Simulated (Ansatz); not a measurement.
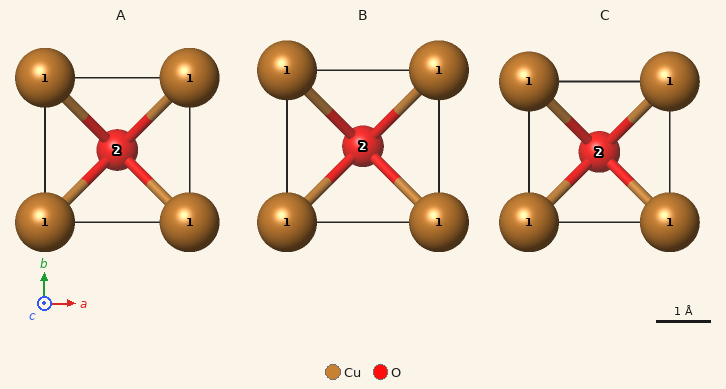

3 geometries from one relaxation of a crystal of CuO (a generated structure, set up in Pm-3m) (coarse preliminary run), in shuffled order. Style: ball-and-stick. Shown: the cell of the calculation, along the c axis.

These are results of DFT PBE, scalar-relativistic, plane waves, PAW in Ansatz, not measurements. Settings: plane-wave cutoff 420 eV; k-point mesh 6 × 6 × 6; occupations gaussian; smearing width 0.1 eV; collinear spin; cell and atoms relaxed; force threshold 0.04 eV/Å; at most 70 steps.

**Order the frames from highest to lowest energy.**

B, A, C. They are steps 0, 1, 6, at +202 meV per atom, +24.4 meV per atom relative to the last. Over 4 accepted moves (6 points after the start) the energy falls by 202 meV per atom. All forces vanish by symmetry, so only the cell relaxes. Pressure: −21.69 GPa at the start and 0.00 GPa at the end. At 2 points the geometry stayed and the basis and grid were re-selected for the new cell (energy shift of 4.1 meV per atom at most each time). No atom moves by more than 0.005 Å relative to the cell. The drawn cell changes as follows: a = b = c 2.856 → 2.646 Å (−7.4 %); the volume changes by −20.5 %. Some distances before and after: Cu1–O2 2.473 → 2.291 Å. The space group stays Pm-3m (No. 221).
